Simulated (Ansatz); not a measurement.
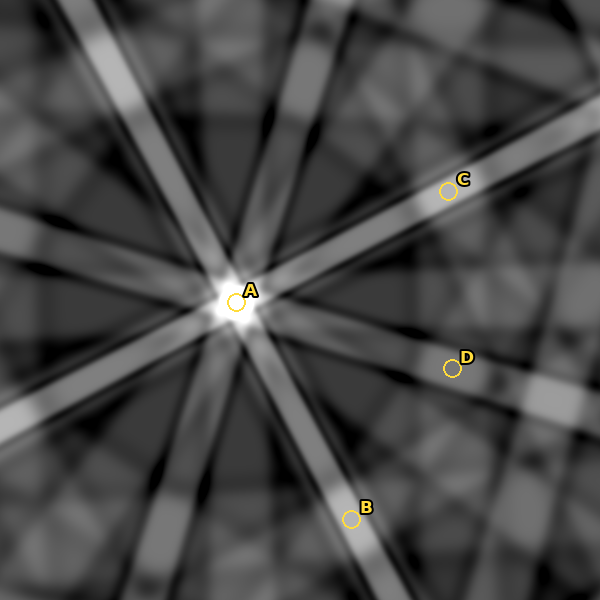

Simulated Kikuchi (electron backscatter) pattern at 10 kV: kinematic bands of width 2θ(Bragg) in gnomonic projection, seen from the camera side; the frame spans ±31° from its centre. Crystal: Ir, space group Pm-3m (No. 221), a = 2.55 Å. Structure: the end point of a relaxation with DFT, m-r2SCAN, plane waves (500 eV) with PAW, scalar-relativistic in Ansatz; the starting structure was generated, so it need not be a known form of this composition.

Pole A is [001] and pole B is [-102].

Question: Index the poles C and D.

Answer: C is [0-12], 26.6° from A and 36.9° from B. D is [-1-13], 25.2° from A and 19.3° from B.

Question: Which band joins A and B, and how wide is it?

Answer: It comes from the planes common to both zones. The strongest order is 0 1 0 with d = 2.553 Å, so the band is 2θ = 2.7° wide (λ = 0.1220 Å). Other orders of the same planes (0 2 0) lie on the same centre line with other widths.
